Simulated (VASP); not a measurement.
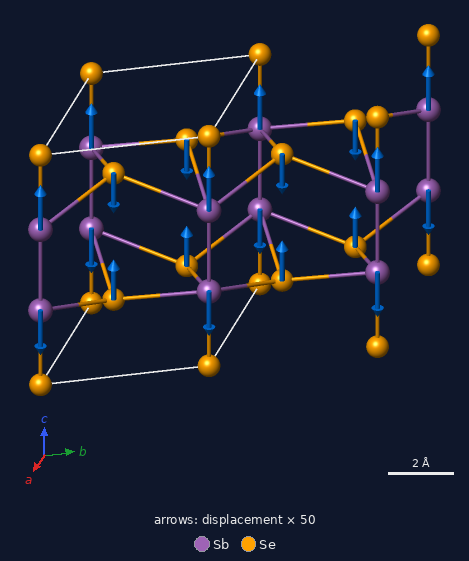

This is a relaxation of solid Sb2Se5 (a generated structure, set up in P6/mmm). The starting structure is drawn; blue arrows show the displacements (the part carried along by the change of the cell is left out), magnified 50 times.

The picture is a ball-and-stick view of the cell of the calculation, repeated 1 × 2 × 1 with one cell outlined, seen from a free direction.

The run lets cell and atoms move.

The calculation used Kohn-Sham DFT of a periodic cell, PBE, VASP PAW PBE potentials, recommended in VASP 6.6.1.

Input file:
```
PREC = Normal
ENCUT = 520
EDIFF = 1E-4
ISMEAR = 0
SIGMA = 0.15
LREAL = F
LASPH = T
NELM = 60
ALGO = Fast
ISIF = 3
LWAVE = F
LCHARG = F
GGA = PE
IBRION = 2
NSW = 24
EDIFFG = -0.08
```

Run as
```bash
cat potpaw_PBE.64/Sb/POTCAR potpaw_PBE.64/Se/POTCAR > POTCAR
mpirun -np 1 vasp_std > vasp.out
```

### What did the optimiser do to the structure, and how much energy did it gain?

Over 5 geometry steps the energy falls by 1.211 eV per cell of the calculation. Largest force component: 0.77 eV/Å at the start, 0.08 eV/Å at the end. The pressure goes from −3.58 to 0.00 GPa. The largest moves relative to the cell, 0.032 Å, are those of Sb atoms. Largest moves by element: Sb 0.032 Å, Se 0.029 Å. Cell: a = b 5.344 → 4.945 Å (−7.5 %), c 8.168 → 8.714 Å (+6.7 %). Volume −8.7 %. Some distances before and after: Sb–Sb 2.877 → 3.133 Å, Sb–Se 3.189 → 2.965 Å, Sb–Se 2.645 → 2.791 Å. The space group stays P6/mmm (No. 191). It ran on 1 thread of Intel(R) Xeon(R) Platinum 8488C (Sapphire Rapids), on a shared host.
